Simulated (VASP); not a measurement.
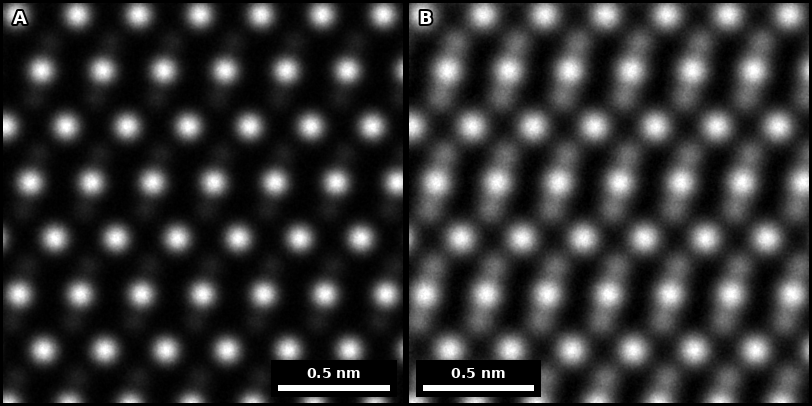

Two simulated images of the same area of CuO (Cc, No. 9) along [110], with a probe of 0.90 Å. One is incoherent Z contrast (Z^1.7 per atom), the other the projected potential of neutral atoms blurred by the probe (iDPC-like, thin sample). Brightness is counted from the darkest point of the image. Shot noise was added. Atomic positions: an entry of the Crystallography Open Database, as set up for an electronic-structure calculation.

Which panel is which, and how can one tell?

Answer. A is the Z-contrast image and B the potential image. The columns of 1 O per repeat reach about 11 % of the brightest peak (1 Cu) in A but about 43 % in B, mainly since the potential grows much more slowly with atomic number. The O columns show clearly in B alone.
